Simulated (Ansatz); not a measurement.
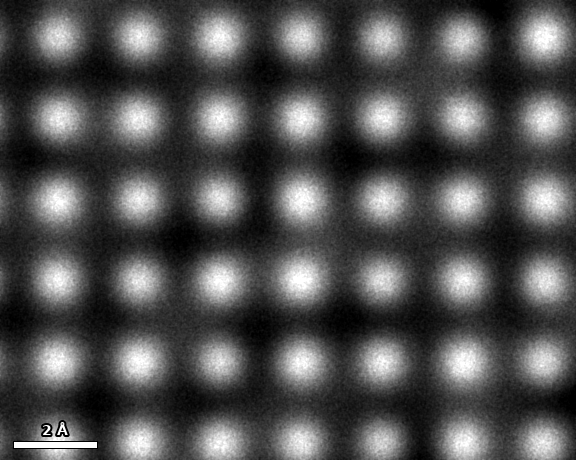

An image along [001] of one of the structures below (computed or model cells, partly hypothetical, each in its standard cell). Simulated incoherent Z contrast: every atom adds Z^1.6 spread by a probe of 0.97 Å full width; channelling and multiple scattering are left out. The probe carries 15 % of its weight in a tail 2.5 times as wide. Shot noise and the speckle of an amorphous layer were added.

A. Ni
Space group Im-3m (No. 229). a = 2.787 Å, b = 2.787 Å, c = 2.787 Å, α = 90.00°, β = 90.00°, γ = 90.00°
```tsv
atom	site	symmetry	x	y	z
Ni	2a	m-3m	0.0000	0.0000	0.0000
```

B. W
Space group P6_3/mmc (No. 194). a = 2.776 Å, b = 2.776 Å, c = 4.951 Å, α = 90.00°, β = 90.00°, γ = 120.00°
| atom | site | symmetry | x | y | z |
| --- | --- | --- | --- | --- | --- |
| W | 2d | -6m2 | 0.3333 | 0.6667 | 0.7500 |

C. Ni
Space group Fm-3m (No. 225). a = 3.518 Å, b = 3.518 Å, c = 3.518 Å, α = 90.00°, β = 90.00°, γ = 90.00°
```
atom  site  symmetry       x       y       z
  Ni    4a      m-3m  0.0000  0.0000  0.0000
```

D. Co
Space group P6_3/mmc (No. 194). a = 2.429 Å, b = 2.429 Å, c = 3.918 Å, α = 90.00°, β = 90.00°, γ = 120.00°
```json
{"atom": "Co", "site": "2d", "symmetry": "-6m2", "x": "0.3333", "y": "0.6667", "z": "0.7500"}
```

**Which of them gives this image?**

A, Ni. Along [001] the projected cells are A 1.97 × 1.97 Å, 90°; B 2.78 × 2.78 Å, 120°; C 1.76 × 1.76 Å, 90°; D 2.43 × 2.43 Å, 120°. The image repeats as A does.

Structure A: the geometry given to an electronic-structure calculation, possibly off equilibrium; the starting structure was generated, so it need not be a known form of this composition.
